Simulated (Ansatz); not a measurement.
## Electronic structure of SnO in real space

Input

```
crystal:
  lattice:
    - [2.4489652718, -2.8016162709, 0.0]
    - [2.4489652718, 2.8016162709, 0.0]
    - [0.0, 0.0, 10.8929975289]
  atoms:
    - { symbol: Sn, position: [6.44613e-05, -6.44613e-05, -0.0141813991] }
    - { symbol: Sn, position: [-6.44613e-05, 6.44613e-05, 0.4858186009] }
    - { symbol: Sn, position: [0.4996782207, 0.5003217793, 0.2711709667] }
    - { symbol: Sn, position: [0.5003217793, 0.4996782207, 0.7711709667] }
    - { symbol: O, position: [0.9998128461, 0.5000024912, 0.3785052162] }
    - { symbol: O, position: [0.0001871539, 0.4999975088, 0.8785052162] }
    - { symbol: O, position: [0.4999975088, 0.0001871539, 0.3785052162] }
    - { symbol: O, position: [0.5000024912, 0.9998128461, 0.8785052162] }
kpoints:
  mp_grid: { grid: [8, 8, 3] }
scf:
  occupations: { method: fermi_dirac, width: 0.02 }
hamiltonian:
  xc: pbe
  pseudopotentials: { kind: paw, frozen_core: stored }
output:
  forces: true
  stress: true
  populations: true
  efg: { quadrupole_moments_barn: { Sn: -0.132, O: -0.02558 } }
  write_density: true
  write_potential: true
  elf: true
  volumetric_format: npy
relax:
  f_tol: 0.02
  max_steps: 60
```

Command:

```sh
ansatz run input.yaml --threads 1 --pin off --max-ram 3072MiB --backend cpu --events-out ev --progress --plain --runs-dir out
```

The fields are those of the relaxed geometry.

Space group Cmme; computed pressure about 5 GPa in this cell.

Level of theory: Ansatz 0.2.0, DFT, PBE, plane-wave PAW, default files, scalar-relativistic, frozen cores.

The density is the valence pseudo-density of a PAW calculation; it isn't the true density close to the nuclei.

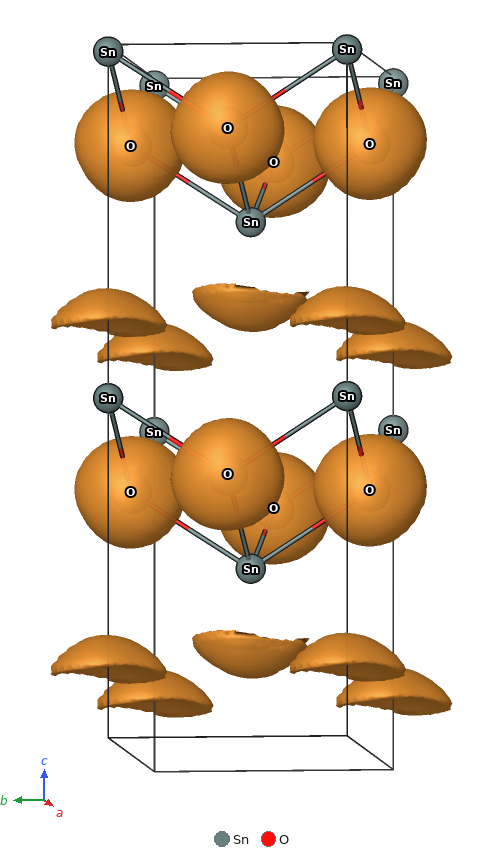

Figure 1. Isosurface of the ELF at 0.65 (orange), seen at an oblique angle. Core shells and regions of very low density are left out. Sticks mark near contacts.

What do the ELF domains correspond to?

The surface consists of four lobes on Sn, pointing away from the bonds (lone pairs) and four regions wrapped around O (the valence shell of each), counted in one cell of 8 atoms. Regions shared between cells count once. Profiles from the grid: Sn–O (2.22 Å): the ELF peaks at about 0.85 in the valence shell of O, 0.6 Å from its nucleus, and is about 0.20 at the midpoint: no localised pair shows between them.

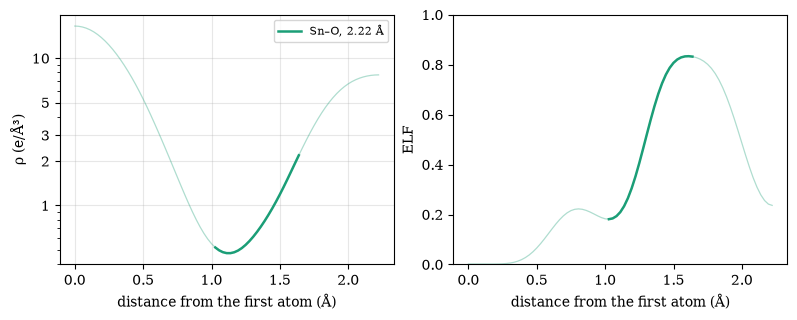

Figure 2. Valence charge density (pseudo) and electron localisation function along straight lines between neighbouring atoms. Thin, pale parts lie inside the atomic spheres.

What can be read from the curves?

Sn–O (2.22 Å): ρ at the midpoint is about 0.47 e/Å³; the ELF peaks at about 0.85 in the valence shell of O, 0.6 Å from its nucleus, and is about 0.20 at the midpoint (no shared electron pair shows on this line).
